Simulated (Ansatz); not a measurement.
# Does disorder add resistance in series? Ta(100) layers with 12.5 % Os

Two lengths of the disordered region are known. What area resistance does the third give?

**Method.** Ansatz 0.2.0, plane waves with PAW datasets at their recommended cutoffs (420 eV for most), Fermi-Dirac smearing; ballistic transmission by layer matching. The area resistance is RA = A (h/2e²)(1/T − 1/N), with T the zone-mean transmission per spin and N the lead's channels, both averaged over a few energies near the Fermi level; for magnets each spin is taken apart, with h/e², and the two conduct in parallel. Lateral cell 2x2, PBE, a fresh random draw for each length.

The runs, with one result withheld:

| length (Å) | channels N | RA (fΩ m²) |
| --- | --- | --- |
| 6.61 | 10.21 | 0.287 |
| 13.2 | 10.19 | 0.499 |
| 19.8 | 10.21 | ? |

**Estimate by hand.**

Ohm's law makes RA linear in the length: the slope is (0.499 − 0.287)/(13.2 − 6.61) = 0.0321 fΩ m² per Å, or 32 µΩ cm. Then 0.499 + 0.0321 × 6.61. Predicted: 0.711 fΩ m².

Check against the run:

0.794 fΩ m², so the prediction is 10 % too low. The three lengths together give 38 µΩ cm. The two increments are 0.21 and 0.30 fΩ m²; with one draw for each length, their difference can't be told from scatter.

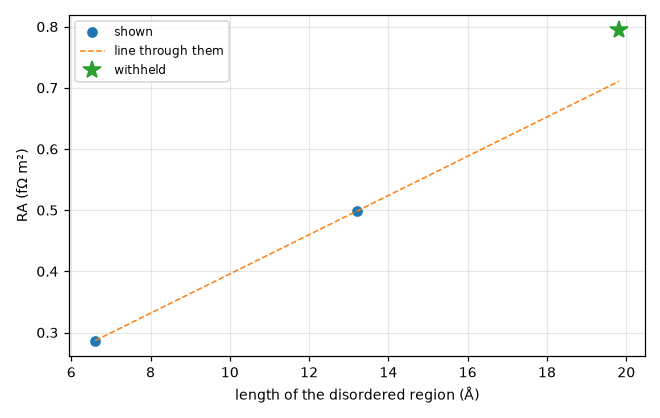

Area resistance against length.

**Limits.** The scatterers repeat sideways with the small cell. The slope is a raw one; a model of isotropic scattering puts it 1.02 times the bulk value over these lengths. Atoms sit unrelaxed on the host's lattice, and the pair may not mix at random in practice. Spin-orbit coupling is left out, which matters for Os and Ta.
